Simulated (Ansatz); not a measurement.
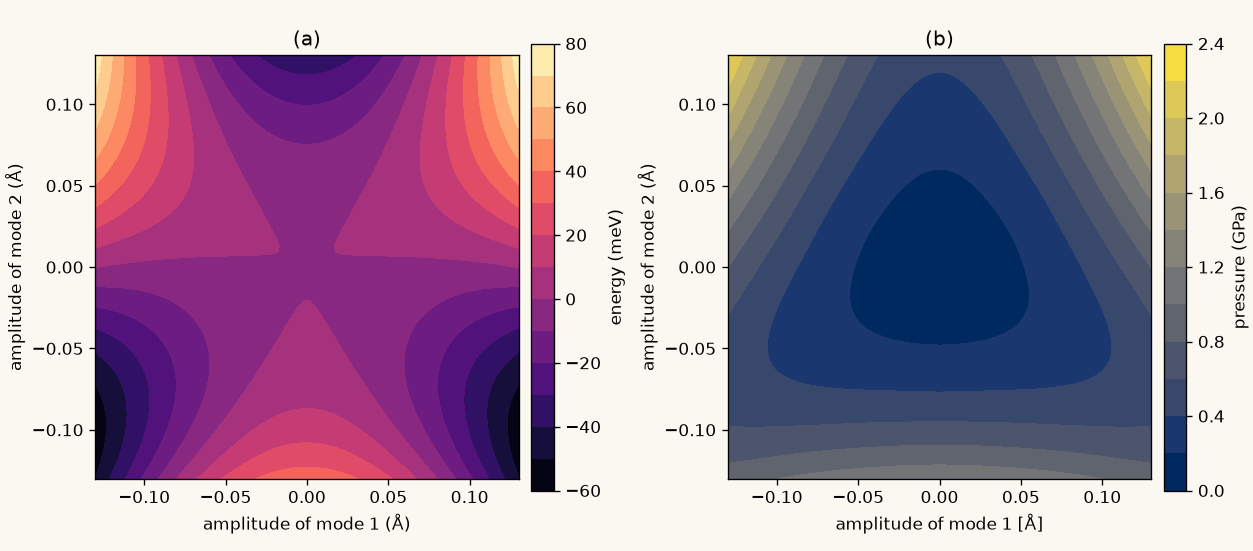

Pt (P6_3/mmc, No. 194; 4 atoms in the cell). The energy is mapped over two normal modes frozen in (zone-centre modes of the 4-atom cell of this scan, which folds in the wave vector (0, 0, 1/2) of the primitive cell). The first coordinate is: amplitude of mode 1 (16i cm⁻¹), largest displacement; the second: amplitude of mode 2 (16i cm⁻¹), largest displacement. Nothing is relaxed (the cell and all other modes fixed). The grid has 11 × 11 points; 66 points were computed and 55 follow by symmetry. Points are written as (first, second). Energies are in meV per cell, from the relaxed high-symmetry cell. Method: DFT LDA, scalar-relativistic, plane waves, PAW in Ansatz 0.2.0. Settings: cutoff 420 eV, k-mesh 18×18×6 in the order of the run's cell vectors, gaussian smearing 0.15 eV, no spin polarisation.

Panel (a) is the energy and panel (b) the computed pressure on the same grid.

The picture shows filled contours. Between grid points the surface is interpolated.

> How does the pressure vary over the map, and what is it at the lowest grid point?

It runs from 0.09 GPa at (0.000 Å, 0.000 Å) to 2.23 GPa at (−0.130 Å, 0.130 Å). At the lowest grid point, (−0.130 Å, −0.104 Å), it is 0.64 GPa. That point lies on the edge of the scan.

PAW datasets: the set soft_1.
